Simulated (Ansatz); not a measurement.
One cell, run at 7 values of the k-point mesh.
- system: Ba (Im-3m, 1 atom in the cell)
- method: Ansatz 0.2.0, DFT, r2SCAN, plane waves (500 eV) with PAW, scalar-relativistic; Fermi–Dirac smearing of 0.1 eV
ΔE is the free energy less its value at the densest setting, 13×13×13.
Dashed lines or grey bands mark the tolerance: 1 meV/atom and 0.1 GPa.
On logarithmic panels, open markers lie below the reference value and filled ones above.
Values: 2×2×2, 3×3×3, 4×4×4, 6×6×6, 7×7×7, 9×9×9 and 13×13×13.

Question: How do the results converge (to 1 meV/atom and 0.1 GPa)?

Answer: The free energy is within 1 meV/atom of the densest setting's value from 9×9×9 on. The agreement at 6×6×6 is by chance. It is off by 560 meV/atom at 2×2×2, 9.9 meV/atom at 4×4×4 and 2.2 meV/atom at 7×7×7 (on both sides of it). The pressure is within 0.1 GPa of the densest setting's value from 6×6×6 on. It is off by 4.4 GPa at 2×2×2, 0.58 GPa at 3×3×3 and 0.35 GPa at 4×4×4 (on both sides of it).

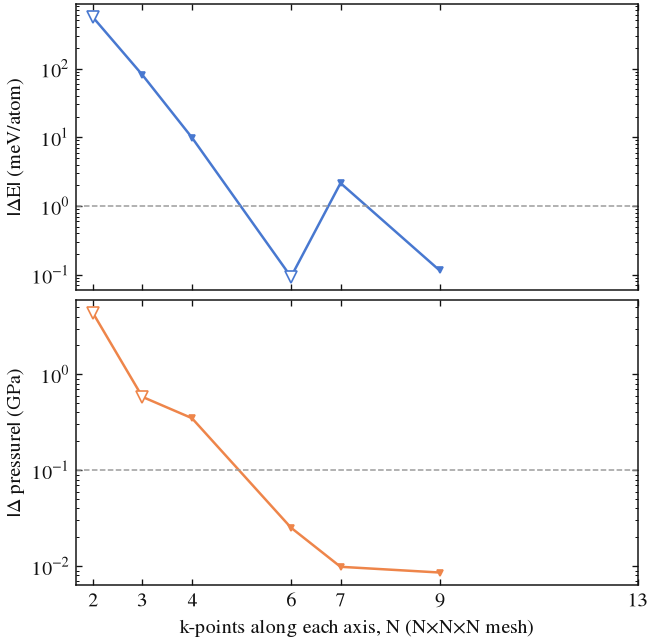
